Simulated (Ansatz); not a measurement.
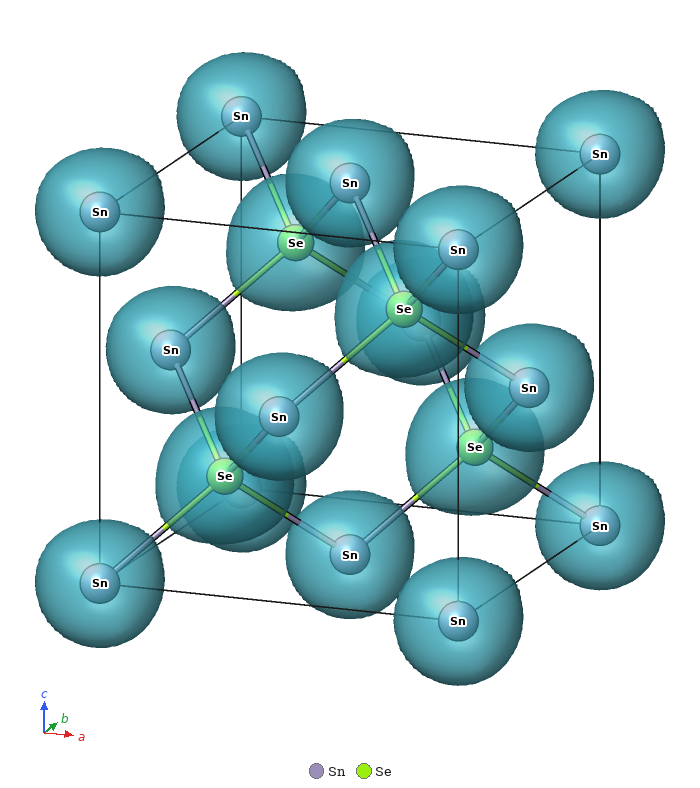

The picture shows: SnSe. Isosurface of the valence pseudo-density at 0.3 e/Å³ (cyan), seen slightly off an axis. Sticks mark near contacts.

Space group F-43m; a generated structure, not necessarily the stable one.

Theory: Ansatz 0.2.0, Kohn-Sham DFT of a periodic cell, r2SCAN0 form with a typed share of exact exchange, Ansatz PAW.

In a PAW calculation such maps are meaningful between the atoms, not at the nuclei.

What does this surface tell about the bonding?

At this value the density breaks into separate islands; it holds about 85 % of the electrons treated as valence (semicore included). It bridges none of the near contacts. It is pinched off along the sampled Sn–Se (2.94 Å) contacts. On the grid the lowest density along these lines, outside the cores, is 0.26 e/Å³ (Sn–Se, 2.94 Å).
